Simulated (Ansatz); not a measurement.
**Run report: C16HSi16, single-point calculation (part 1 of 2)**

C16HSi16 (slab, 33 atoms in the cell), computed with DFT PBE+D3(BJ), scalar-relativistic, plane waves, PAW, PAW set soft_1, spin-polarised (Ansatz 0.2.0).

The structure derives from an entry of the Crystallography Open Database. Figures and captions count atoms from 1; the log counts them from 0 in places.

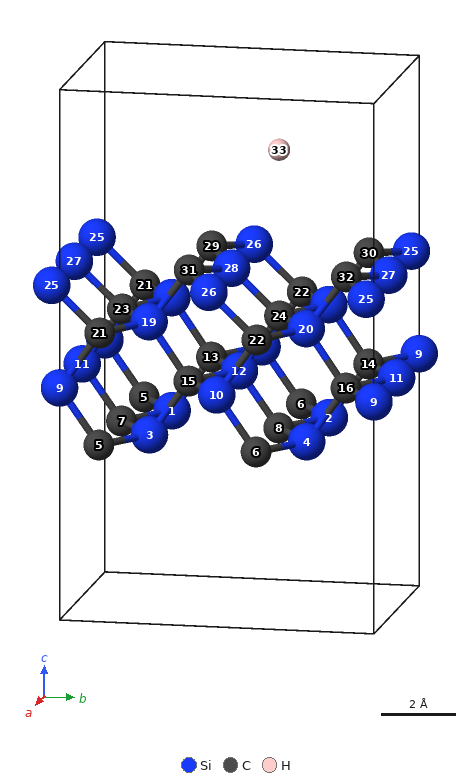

Figure 1. The structure (ball-and-stick view of the cell of the calculation, with the vacuum cut short, seen slightly off an axis; atoms are numbered from 1 in the order of the input). An atom can appear more than once, as a periodic image.

**Results in brief**

```json
{"quantity": "outcome", "value": "converged"}
{"quantity": "electrons treated", "value": "129"}
{"quantity": "free energy", "value": "−14193.1790 eV"}
{"quantity": "work function, top face", "value": "5.00 eV"}
{"quantity": "work function, bottom face", "value": "4.92 eV"}
{"quantity": "Fermi energy", "value": "−0.688 eV"}
{"quantity": "gap on the k-point mesh", "value": "0.34 eV"}
{"quantity": "net moment of the cell", "value": "1.00 μB"}
{"quantity": "integrated absolute moment", "value": "1.02 μB"}
{"quantity": "work function (upper face)", "value": "5.00 eV"}
{"quantity": "largest force (length of the vector)", "value": "3.302 eV/Å"}
{"quantity": "hardware", "value": "4 threads of Arm Neoverse V1, 24 GiB of memory available, shared host"}
{"quantity": "wall time", "value": "89 s (CPU time 5.6 min)"}
{"quantity": "peak memory", "value": "2.9 GiB"}
```

The program warns: the state was not tested for a lower one; the exchange-correlation potential is rough where the density is thin.

**Input**
```yaml
crystal:
  lattice:
    - [6.1500408254, 0.0, 0.0]
    - [0.0, 8.6974711445, 0.0]
    - [0.0, 0.0, 22.0240399528]
  atoms:
    - { symbol: Si, position: [0.25, 0.25, 0.1816197214] }
    - { symbol: Si, position: [0.25, 0.75, 0.1816197214] }
    - { symbol: Si, position: [0.75, 0.25, 0.1816197214] }
    - { symbol: Si, position: [0.75, 0.75, 0.1816197214] }
    - { symbol: C, position: [0.0, 0.125, 0.1816197214] }
    - { symbol: C, position: [0.0, 0.625, 0.1816197214] }
    - { symbol: C, position: [0.5, 0.125, 0.1816197214] }
    - { symbol: C, position: [0.5, 0.625, 0.1816197214] }
    - { symbol: Si, position: [0.0, 0.0, 0.2514302652] }
    - { symbol: Si, position: [0.0, 0.5, 0.2514302652] }
    - { symbol: Si, position: [0.5, 0.0, 0.2514302652] }
    - { symbol: Si, position: [0.5, 0.5, 0.2514302652] }
    - { symbol: C, position: [0.25, 0.375, 0.2514302652] }
    - { symbol: C, position: [0.25, 0.875, 0.2514302652] }
    - { symbol: C, position: [0.75, 0.375, 0.2514302652] }
    - { symbol: C, position: [0.75, 0.875, 0.2514302652] }
    - { symbol: Si, position: [0.25, 0.2487676401, 0.3241346089] }
    - { symbol: Si, position: [0.25, 0.7487676401, 0.3241346089] }
    - { symbol: Si, position: [0.75, 0.2487676401, 0.3241346089] }
    - { symbol: Si, position: [0.75, 0.7487676401, 0.3241346089] }
    - { symbol: C, position: [0.0, 0.1276672686, 0.3228359847] }
    - { symbol: C, position: [0.0, 0.6276672686, 0.3228359847] }
    - { symbol: C, position: [0.5, 0.1276672686, 0.3228359847] }
    - { symbol: C, position: [0.5, 0.6276672686, 0.3228359847] }
    - { symbol: Si, position: [0.0, 0.9750565934, 0.3803269229] }
    - { symbol: Si, position: [0.0, 0.4750565934, 0.3803269229] }
    - { symbol: Si, position: [0.5, 0.9750565934, 0.3803269229] }
    - { symbol: Si, position: [0.5, 0.4750565934, 0.3803269229] }
    - { symbol: C, position: [0.25, 0.3762727029, 0.3915739334] }
    - { symbol: C, position: [0.25, 0.8762727029, 0.3915739334] }
    - { symbol: C, position: [0.75, 0.3762727029, 0.3915739334] }
    - { symbol: C, position: [0.75, 0.8762727029, 0.3915739334] }
    - { symbol: H, position: [0.5, 0.6262727029, 0.5323292174], spin: 1.0 }
basis:
  ecutwfc: 420
kpoints:
  mp_grid: { grid: [5, 3, 1] }
hamiltonian:
  xc: pbe
  pseudopotentials: { kind: paw, azcp: { folder: soft_1 } }
  dispersion: d3bj
scf:
  occupations: { method: gaussian, width: 0.05 }
output:
  forces: true
  eigenvalues: true
  populations: true
  write_density: true
  write_potential: true
  elf: true
  volumetric_format: npy
magnetization:
  spin_polarized: true
efield:
  axis: 3
  dipole_correction: true
  ramp_width: 0.04
```

Command:
```bash
ansatz run input.yaml --threads 4 --pin off --max-ram 12288MiB --backend cpu --events-out ev --progress --plain --runs-dir out
```

**The program's output**
```
Engine: ansatz 0.2.0, aarch64-unknown-linux-gnu
Pseudopotentials: kind: paw
Pseudopotential: Si, paw, valence charge 4, recommended cutoff 420 eV (normal), [file]
Pseudopotential: C, paw, valence charge 4, recommended cutoff 420 eV (normal), [file]
Pseudopotential: H, paw, valence charge 1, recommended cutoff 420 eV (normal), [file]
Functional definition: PBE
  parameter kappa = 0.804
  parameter beta = 0.06672455060314922
  exchange = pbe_x(kappa = kappa, mu = beta*pi^2/3)
  correlation = pbe_c(beta = beta)
Crystal: 33 atoms, lattice volume = 1178.062 Å³
Basis set: ecut = 420 eV, 23025 PW (Γ), exchange–correlation on 90×120×300 points (8 copies of the dense FFT grid, shifted against one another)
Bands: 98, of which v1, the nominal top of the filled ones, is band 65 counted from 1 (64 counted from 0)
Symmetry: 2 space group operations
k-points: 6 of 15 (time reversal used)
Non-local potential: Si, projectors of the file, l = 0: 2, l = 1: 2, l = 2: 1
Non-local potential: C, projectors of the file, l = 0: 2, l = 1: 2, l = 2: 1
Non-local potential: H, projectors of the file, l = 0: 2, l = 1: 1
PAW form: soft (Blöchl's): semilocal exchange-correlation on the pseudo side does not see the compensation charge
PAW one-centre angular grid: Si, 110 points (default); XC on 64 Gauss nodes
PAW one-centre angular grid: C, 110 points (default); XC on 64 Gauss nodes
PAW one-centre angular grid: H, 110 points (default); XC on 64 Gauss nodes
Starting moments: Σ|m| = 1 μB on 1 of 33 sites
Initial wavefunctions: pseudopotential atomic-orbital guess
Functional: x = pbe(κ = 0.804, μ = 0.2195149727645171), c = pbe(β = 0.06672455060314922)
SCF iter   1: F=—  HF=-14230.534890 eV  |F-HF|=—  |Δ(HF+E_count)|=         —  Δρ=4.27e-2 (↑4.27e-2 ↓4.27e-2)  dr2=1.28e2  dr2_m=5.92e-3  M=1.000 μB ∫|m|=1.024 μB  β_m=1.00  ethr=3.10e-3  p=0.000 e·Å  D=5.03e-9 V/Å  ΔV_dip=-0.00 eV  dr2_dipole=3.22e-1  V_vac-E_F(+/−)=7.61/7.61 eV  ⟨swp⟩=8.3  Hψ=7030  notcnv=0  defer=156
efield: sawtooth ramp at fractional position 0.8370 (placed from the atoms, in the widest stretch of the axis that holds none; the zero of the levels goes with the place), width 0.0400; the density the first Hamiltonian is built on has a dipole p = 0.000 e·Å; the dipole correction subtracts the counter field D = 5.03e-9 V/Å, which shifts the + side's vacuum level by -0.00 eV against the − side's; the planar-averaged density in the ramp window peaks in size at 4.6e-7 e/Å³
preconditioner: auto → Resta (q_TF=auto, 1.887 Å⁻¹)  ε∞=2.1  [insulator: Δε(μ)=0.660 eV  Ē_g=11.861 eV  σ=0.050 eV  W_gap=1.00  n_scr=134 (ndim 8)  ℏωp=12.3 eV  f_vac=0.584  D(μ)=0.00/eV (n_scr^D=0)  ε∞_Penn≈2.1  vacuum switching on, ρ_ref=1.0e-2 e/Å³]
spin=Collinear: Resta preconditioning applied to the charge; magnetization (m = ρ↑ − ρ↓) channel mixes plain (no charge-response kernel on spin).
SCF iter   2: F=—  HF=-14198.434342 eV  |F-HF|=—  |Δ(HF+E_count)|=    3.21e1  Δρ=1.75e-2 (↑1.75e-2 ↓1.75e-2)  dr2=1.99e1  dr2_m=2.06e-3  M=1.000 μB ∫|m|=1.012 μB  β_m=1.00  ethr=3.10e-3  p=-0.313 e·Å  D=-4.81e-2 V/Å  ΔV_dip=1.06 eV  dr2_dipole=8.50e-2  V_vac-E_F(+/−)=7.13/6.07 eV  ⟨swp⟩=5.8  Hψ=3086  notcnv=0  defer=335  κ⁻¹=1.0e0(r=1)
SCF iter   3: F=—  HF=-14193.569097 eV  |F-HF|=—  |Δ(HF+E_count)|=    4.87e0  Δρ=8.22e-3 (↑8.22e-3 ↓8.21e-3)  dr2=2.20e0  dr2_m=9.96e-4  M=1.000 μB ∫|m|=1.015 μB  β_m=1.00  ethr=3.10e-3  p=-0.079 e·Å  D=-1.21e-2 V/Å  ΔV_dip=0.27 eV  dr2_dipole=5.94e-3  V_vac-E_F(+/−)=5.44/5.17 eV  ⟨swp⟩=4.0  Hψ=2210  notcnv=0  defer=321  κ⁻¹=4.2e-2(r=2)
SCF iter   4: F=—  HF=-14193.291853 eV  |F-HF|=—  |Δ(HF+E_count)|=   2.77e-1  Δρ=5.26e-3 (↑5.26e-3 ↓5.22e-3)  dr2=9.63e-1  dr2_m=4.39e-4  M=1.000 μB ∫|m|=1.020 μB  β_m=1.00  ethr=1.71e-3  p=-0.120 e·Å  D=-1.84e-2 V/Å  ΔV_dip=0.41 eV  dr2_dipole=7.46e-2  V_vac-E_F(+/−)=5.50/5.09 eV  ⟨swp⟩=2.6  Hψ=1434  notcnv=0  defer=320  κ⁻¹=1.3e-2(r=3)
SCF iter   5: F=—  HF=-14193.205831 eV  |F-HF|=—  |Δ(HF+E_count)|=   8.60e-2  Δρ=2.09e-3 (↑2.09e-3 ↓2.09e-3)  dr2=4.21e-1  dr2_m=7.28e-5  M=1.000 μB ∫|m|=1.021 μB  β_m=1.00  ethr=7.47e-4  p=0.061 e·Å  D=9.42e-3 V/Å  ΔV_dip=-0.21 eV  dr2_dipole=1.03e-1  V_vac-E_F(+/−)=4.95/5.16 eV  ⟨swp⟩=3.4  Hψ=1470  notcnv=0  defer=315  κ⁻¹=4.0e-3(r=4)
SCF iter   6: F=—  HF=-14193.172001 eV  |F-HF|=—  |Δ(HF+E_count)|=   3.38e-2  Δρ=1.27e-3 (↑1.27e-3 ↓1.27e-3)  dr2=4.56e-2  dr2_m=2.57e-5  M=1.000 μB ∫|m|=1.020 μB  β_m=1.20  ethr=3.27e-4  p=-0.020 e·Å  D=-3.04e-3 V/Å  ΔV_dip=0.07 eV  dr2_dipole=2.88e-4  V_vac-E_F(+/−)=5.05/4.98 eV  ⟨swp⟩=2.7  Hψ=1236  notcnv=0  defer=315
Mixer restart at iter 6: flushing history
spin-set hold released at iteration 6 (site moments contracting): the magnetisation degrees of freedom join the quasi-Newton model from the next iteration; the mixer history was flushed
SCF iter   7: F=—  HF=-14193.173064 eV  |F-HF|=—  |Δ(HF+E_count)|=   1.06e-3  Δρ=8.63e-4 (↑8.63e-4 ↓8.60e-4)  dr2=2.14e-2  dr2_m=1.06e-6  M=1.000 μB ∫|m|=1.019 μB  β_m=1.20  ethr=3.54e-5  p=-0.030 e·Å  D=-4.55e-3 V/Å  ΔV_dip=0.10 eV  dr2_dipole=2.24e-4  V_vac-E_F(+/−)=5.05/4.95 eV  ⟨swp⟩=2.6  Hψ=1524  notcnv=0  defer=315  κ⁻¹=1.0e0(r=1)
density mixer auto → broyden: gapped, with many states about μ (density of states about μ 0.62 of a free-electron gas's, 134 screened modes)
SCF iter   8: F=—  HF=-14193.176939 eV  |F-HF|=—  |Δ(HF+E_count)|=   3.88e-3  Δρ=4.11e-4 (↑4.08e-4 ↓4.11e-4)  dr2=1.07e-2  dr2_m=7.24e-7  M=1.000 μB ∫|m|=1.019 μB  β_m=1.20  ethr=1.66e-5  p=-0.015 e·Å  D=-2.36e-3 V/Å  ΔV_dip=0.05 eV  dr2_dipole=1.80e-3  V_vac-E_F(+/−)=5.01/4.95 eV  ⟨swp⟩=2.4  Hψ=1439  notcnv=0  defer=315  κ⁻¹=4.5e-1(r=2)
SCF iter   9: F=—  HF=-14193.178249 eV  |F-HF|=—  |Δ(HF+E_count)|=   1.31e-3  Δρ=1.82e-4 (↑1.81e-4 ↓1.82e-4)  dr2=1.49e-3  dr2_m=5.01e-7  M=1.000 μB ∫|m|=1.020 μB  β_m=1.20  ethr=8.26e-6  p=-0.027 e·Å  D=-4.17e-3 V/Å  ΔV_dip=0.09 eV  dr2_dipole=5.25e-5  V_vac-E_F(+/−)=5.02/4.93 eV  ⟨swp⟩=2.1  Hψ=1085  notcnv=0  defer=315  κ⁻¹=2.9e-2(r=3)
SCF iter  10: F=—  HF=-14193.178920 eV  |F-HF|=—  |Δ(HF+E_count)|=   6.71e-4  Δρ=5.15e-5 (↑5.07e-5 ↓5.15e-5)  dr2=1.36e-4  dr2_m=1.55e-7  M=1.000 μB ∫|m|=1.020 μB  β_m=1.20  ethr=1.16e-6  p=-0.024 e·Å  D=-3.73e-3 V/Å  ΔV_dip=0.08 eV  dr2_dipole=6.77e-6  V_vac-E_F(+/−)=5.01/4.93 eV  ⟨swp⟩=2.7  Hψ=1720  notcnv=0  defer=315  κ⁻¹=5.2e-3(r=4)
SCF iter  11: F=—  HF=-14193.179031 eV  |F-HF|=—  |Δ(HF+E_count)|=   1.11e-4  Δρ=2.58e-5 (↑2.58e-5 ↓2.57e-5)  dr2=2.33e-5  dr2_m=1.83e-8  M=1.000 μB ∫|m|=1.020 μB  β_m=1.20  ethr=1.06e-7  p=-0.023 e·Å  D=-3.55e-3 V/Å  ΔV_dip=0.08 eV  dr2_dipole=6.64e-7  V_vac-E_F(+/−)=5.00/4.93 eV  ⟨swp⟩=3.0  Hψ=1758  notcnv=0  defer=315  κ⁻¹=4.3e-4(r=5)
SCF iter  12: F=—  HF=-14193.178944 eV  |F-HF|=—  |Δ(HF+E_count)|=   8.70e-5  Δρ=1.10e-5 (↑1.10e-5 ↓1.10e-5)  dr2=3.90e-6  dr2_m=1.47e-8  M=1.000 μB ∫|m|=1.020 μB  β_m=1.20  ethr=1.80e-8  p=-0.023 e·Å  D=-3.61e-3 V/Å  ΔV_dip=0.08 eV  dr2_dipole=1.25e-7  V_vac-E_F(+/−)=5.00/4.92 eV  ⟨swp⟩=2.0  Hψ=1757  notcnv=0  defer=315  κ⁻¹=6.4e-5(r=6)
SCF iter  13: F=—  HF=-14193.178952 eV  |F-HF|=—  |Δ(HF+E_count)|=   8.13e-6  Δρ=4.81e-6 (↑4.76e-6 ↓4.81e-6)  dr2=8.37e-7  dr2_m=2.00e-9  M=1.000 μB ∫|m|=1.020 μB  β_m=1.20  ethr=3.02e-9  p=-0.023 e·Å  D=-3.61e-3 V/Å  ΔV_dip=0.08 eV  dr2_dipole=3.41e-9  V_vac-E_F(+/−)=5.00/4.92 eV  ⟨swp⟩=2.7  Hψ=1539  notcnv=0  defer=315  κ⁻¹=2.6e-5(r=7)
SCF iter  14: F=—  HF=-14193.178954 eV  |F-HF|=—  |Δ(HF+E_count)|=   1.35e-6  Δρ=1.58e-6 (↑1.58e-6 ↓1.56e-6)  dr2=1.27e-7  dr2_m=2.97e-10  M=1.000 μB ∫|m|=1.020 μB  β_m=1.20  ethr=6.49e-10  p=-0.024 e·Å  D=-3.61e-3 V/Å  ΔV_dip=0.08 eV  dr2_dipole=4.72e-9  V_vac-E_F(+/−)=5.00/4.92 eV  ⟨swp⟩=2.0  Hψ=1498  notcnv=0  defer=315  κ⁻¹=9.5e-6(r=8)
SCF iter  15: F=-14193.178954 eV  HF=-14193.178954 eV  |F-HF|=5.42e-8  |Δ(HF+E_count)|=   1.28e-7  Δρ=5.91e-7 (↑5.91e-7 ↓5.91e-7)  dr2=1.54e-8  dr2_m=1.08e-10  M=1.000 μB ∫|m|=1.020 μB  ethr=7.75e-11  p=-0.024 e·Å  D=-3.62e-3 V/Å  ΔV_dip=0.08 eV  dr2_dipole=3.41e-10  V_vac-E_F(+/−)=5.00/4.92 eV  ⟨swp⟩=47.2  Hψ=16185  notcnv=0
SCF 1 converged in 15 iterations: F = -14193.178954 eV  dr2 = 1.54e-8
  greatest PAW one-centre occupation: 0.663 electrons in one spin orbital (limit 2), on the C atom at site 30 (counted from 0), in its partial waves of l = 0
```

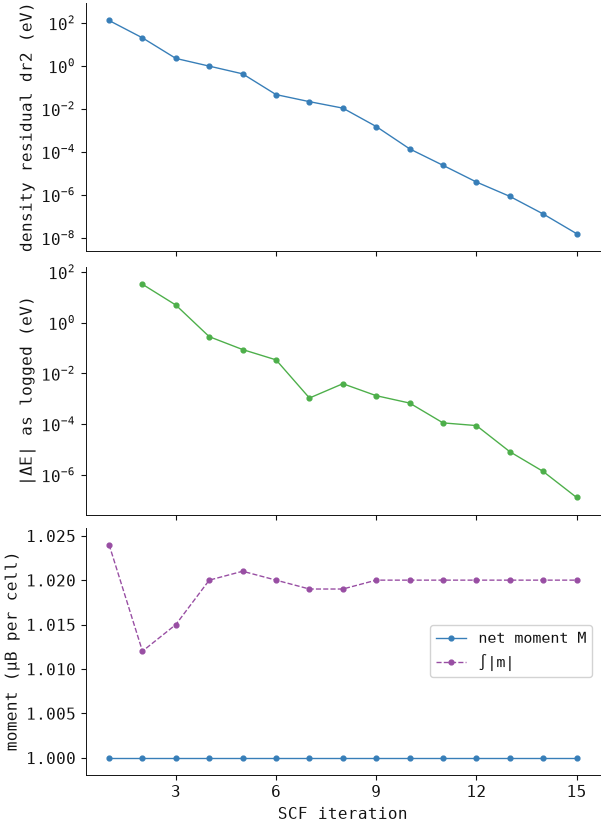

Figure 2. Convergence of the self-consistent field: density residual dr2, size of the energy change and magnetic moment against the SCF iteration. The residual falls at every step. The net moment stays at 1.0 μB per cell.

```
WARN: The output density's exchange-correlation potential varies sharply where the density is thin. Do not read a vacuum level from v_tot or v_xc, or from such a field of the output density. On a cell that repeats whose density bears no net charge and no dipole along the vacuum's axis use v_es (v_loc + v_h of the components); under efield.dipole_correction with no amplitude use v_es + v_field, which holds any external_charges[].barrier, or the levels of the report's work_function block, which leave it out; under a non-zero efield.amplitude the vacuum is tilted and has no level; on a cell that repeats and bears such a dipole with no correction it is tilted too, and efield.dipole_correction with no amplitude gives each side of its ramp a level where efield: is served; in a cell that repeats whose density bears a net charge (total_charge, or a fill off its count) it is curved and has none; of a slab under crystal.periodic whose density bears no net charge use v_es, which has a level on each side, short of where the two are joined; of another it falls or rises all the way out and has none; of a slab beside external_charges read slab_vacuum_level instead, which it has where they leave it neutral. The grid or the basis barely resolves most such structure, and the values can differ between equally converged runs; as a rule a tighter scf.convergence.dr2_threshold does not remove it. Where the density itself ripples (under the LDA too) a higher basis.ecutwfc lessens it. The files hold the spikes' plane waves up to the density's cutoff. Files: v_tot_of_output_density and the like, and their columns of v_z.tsv (output.write_potential); v_xc_of_output_density and the like, and their columns of v_comp_z.tsv (output.write_potential_components). Measured: with its Gaussian average of σ = 0.25 Å subtracted twice, the exchange-correlation potential is over 0.1 eV at 1745 of the grid points where the equally averaged density (valence and model cores) is under 1e-3 e/Å³, and 1.24 eV at the most among them, at an averaged density of 1.6e-4 e/Å³. The input density's (outcome.potential() and, of a run that writes arrays, v_tot and v_xc) is over 0.1 eV, so measured, at 1487 points of its own thin density, 1.25 eV at the most. See output.write_potential in the manual, Limitations
this state was not tested for a lower state beside it, because the mixer in use, unlike msr1, does not test its closes by its own steps (another_mixer; see scf.mixing.algorithm and scf.lower_state_search)
SCF converged after 15 iterations
Magnetization: 1.0000 μB (65.0000 up, 64.0000 down)
Absolute magnetization: 1.0204 μB (∫|ρ↑−ρ↓|, with the PAW one-centre terms)
Spin contamination: 0.0003 ħ² per cell (⟨S²⟩ above its minimum at these occupations)
```
